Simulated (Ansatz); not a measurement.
**Energy of Pt along an even scaling of the cell**

System: Pt (4 atoms in the cell).
Method: DFT, PBEsol, plane waves (420 eV) with PAW, scalar-relativistic, no spin polarisation (Ansatz 0.2.0).

The 5 runs differ only in the geometry, by an even scaling of the cell at fixed fractional positions.

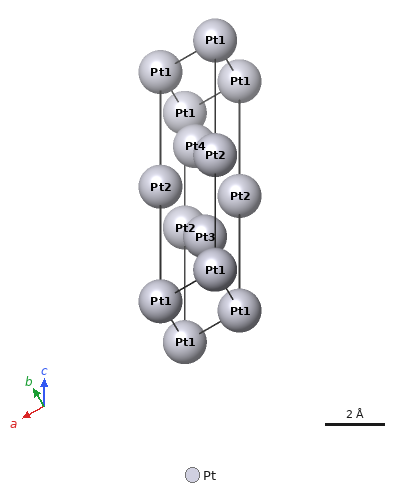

Figure 1. The structure of run 3 (spheres-only view of the cell of the calculation, seen at an oblique angle; atoms are numbered from 1 in the order of the input).

### Input of run 3
```yaml
crystal:
  lattice:
    - [2.7912460746, 0.0, 0.0]
    - [-1.3956230373, 2.4172900088, 0.0]
    - [0.0, 0.0, 9.3078028147]
  atoms:
    - { symbol: Pt, position: [1.0, 0.0, 0.0] }
    - { symbol: Pt, position: [1.0, 0.0, 0.5] }
    - { symbol: Pt, position: [0.3333333333, 0.6666666667, 0.25] }
    - { symbol: Pt, position: [0.6666666667, 0.3333333333, 0.75] }
hamiltonian:
  xc: pbesol
  pseudopotentials:
    kind: paw
    azcp:
      Pt: "pseudopotentials/Pt.paw.azcp"
basis:
  ecutwfc: 420
  fft_grid_basis: typed
kpoints:
  mp_grid: { grid: [15, 15, 4], shift: [0, 0, 0] }
magnetization:
  spin_polarized: false
scf:
  occupations: { method: fermi_dirac, width: 0.1 }
  lower_state_search: "off"
output:
  stress: true
```

Lattice vectors (Å) and fractional positions of run 3:
```
   2.791246    0.000000    0.000000
  -1.395623    2.417290    0.000000
   0.000000    0.000000    9.307803
Pt  1.000000  0.000000  0.000000
Pt  1.000000  0.000000  0.500000
Pt  0.333333  0.666667  0.250000
Pt  0.666667  0.333333  0.750000
```

Run 2 differs from it as follows:
```diff
-    - [2.7912460746, 0.0, 0.0]
-    - [-1.3956230373, 2.4172900088, 0.0]
-    - [0.0, 0.0, 9.3078028147]
+    - [2.7549920221, 0.0, 0.0]
+    - [-1.377496011, 2.3858930783, 0.0]
+    - [0.0, 0.0, 9.1869085749]
```

### Results, with one run withheld

```tsv
run	volume per atom (Å³)	free energy per atom, from the lowest run given (meV)	pressure (GPa)
1	14.493	3.59	12.89
2	15.097	?	?
3	15.701	0.00	−9.99
4	16.304	52.78	−17.68
5	16.908	131.00	−23.56
```

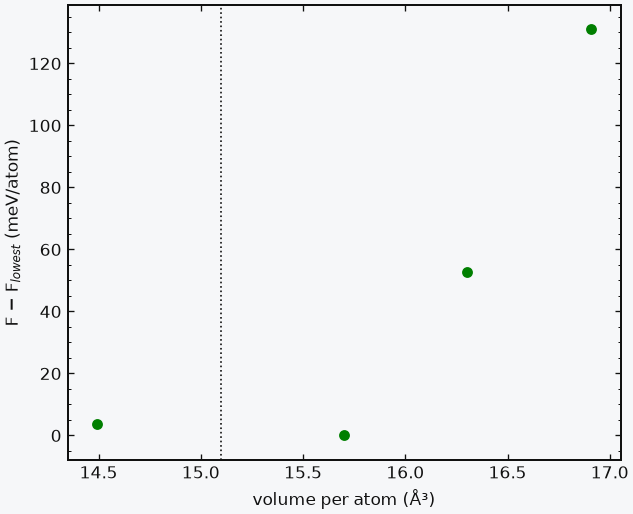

Figure 2. Free energy per atom of the runs given; the dotted line marks run 2.

Fit the runs given and predict run 2.

A quadratic polynomial in V^(−2/3) (the Birch–Murnaghan form), fitted to the 4 runs given, misses them by at most 0.59 meV per atom. With x = V^(−2/3) − 0.15876 Å⁻², it reads F = 7.4052 − 10427 x + 1.0582e+06 x² (meV per atom). At run 2 it gives −18.28 meV per atom, and the run itself gives −19.66. The slope of the fit gives a pressure −dF/dV of 0.05 GPa there, and the run prints −0.01 GPa. The two needn't agree exactly: the fit is approximate, and the printed stress is taken on a finite basis. The fit has its minimum at 15.100 Å³ per atom, where V d²F/dV² gives 267 GPa. Cell shape and fractional positions are held, so this is the stiffness under even scaling; the relaxed bulk modulus wasn't computed. So low a polynomial doesn't follow these energies more closely.

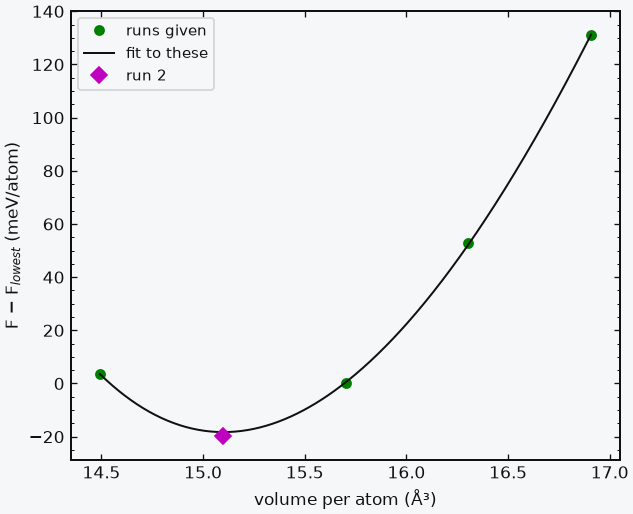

Figure 3. The fit and the withheld run.

### Output, shortened to warnings, some set-up lines, iterations and results (run 2)
```
Warning: [file] the record states the generating functional pbe (its physics header spells it `PBE`), which answers neither for hamiltonian.xc's functional nor for the pbesol family's — results may be inconsistent (PPs are generated against a specific XC)
Basis set: ecut = 420 eV, 1177 PW (Γ)
Symmetry: 24 space group operations
k-points: 81 of 900
Initial density: superposition of atomic densities (neutral atoms: chi_scale 0, normalization atom), corrected by the library's trained network
[...]
SCF iter   1: F=—  HF=-49535.269351 eV  |F-HF|=—  |Δ(HF+E_count)|=         —  Δρ=8.11e-3  dr2=3.07e-2  ethr=1.77e-3  ⟨swp⟩=6.0  Hψ=12609  notcnv=0  defer=24
SCF iter   2: F=—  HF=-49535.265609 eV  |F-HF|=—  |Δ(HF+E_count)|=   3.74e-3  Δρ=4.16e-3  dr2=8.07e-3  ethr=4.27e-5  ⟨swp⟩=1.9  Hψ=4916  notcnv=0  defer=22
SCF iter   3: F=—  HF=-49535.263941 eV  |F-HF|=—  |Δ(HF+E_count)|=   1.67e-3  Δρ=5.58e-4  dr2=1.32e-4  ethr=1.12e-5  ⟨swp⟩=2.0  Hψ=4937  notcnv=0  defer=22
SCF iter   4: F=—  HF=-49535.263949 eV  |F-HF|=—  |Δ(HF+E_count)|=   8.28e-6  Δρ=1.01e-4  dr2=8.40e-6  ethr=1.83e-7  ⟨swp⟩=1.5  Hψ=4108  notcnv=0  defer=22
SCF iter   5: F=—  HF=-49535.263954 eV  |F-HF|=—  |Δ(HF+E_count)|=   4.97e-6  Δρ=2.85e-5  dr2=5.22e-7  ethr=1.17e-8  ⟨swp⟩=1.7  Hψ=5280  notcnv=0  defer=22
SCF iter   6: F=-49535.263954 eV  HF=-49535.263954 eV  |F-HF|=1.10e-8  |Δ(HF+E_count)|=   6.72e-8  Δρ=6.54e-6  dr2=2.36e-8  ethr=1.39e-10  ⟨swp⟩=4.0  Hψ=11397  notcnv=0
SCF 1 converged in 6 iterations: F = -49535.263954 eV  dr2 = 2.36e-8
SCF converged after 6 iterations
Free energy (F): -49535.263954 eV
Harris-Foulkes:  -49535.263954 eV  (|F-HF|=1.10e-8)
Internal energy: -49535.043582 eV  (E = F + TS)
E sigma→0 (E₀):  -49535.153768 eV
Entropy (-TS):   -0.220372 eV (-55.093 meV/atom)
Fermi energy:    23.213982 eV
--- Per-component energies (eV) ---
  E_band       = -528.526827
  E_kinetic    = 2552.064860
  E_local      = -5860.534957  (includes V_loc(G=0)·N_el)
  E_nonlocal   = 811.993963
  E_hartree    = 2170.951586
  E_xc         = -1041.685616
  E_vxc        = -1210.077859  (∫ρ·V_xc dr)
  E_paw        = -37265.308718  (= ΣΔE_a)
  E_vpaw       = -1163.867657  (= ΣTr[D̂ρ^β])
  E_aug_tail   = 0.000733  (compensation charges beyond the density's cutoff)
  E_ewald      = -10903.673360
  E_core_change = 1.147925  (= ΣΔE_core)
  E_smearing   = -0.220372  (= −TS)
  E_closure    = 0.000000  (closes the sum)
  Σ components = -49535.263954   (vs F -49535.263954, Δ=0.00e0)
--- Stress (GPa, compression-positive) ---
       -0.135295       0.000000      -0.000000
        0.000000      -0.135295      -0.000000
       -0.000000      -0.000000       0.242759
  P = ⅓ Tr σ = -0.0093 GPa (-0.093 kbar)
```

The program warns: the PAW datasets were made with another functional. Spin–orbit coupling is left out, which matters for Pt.
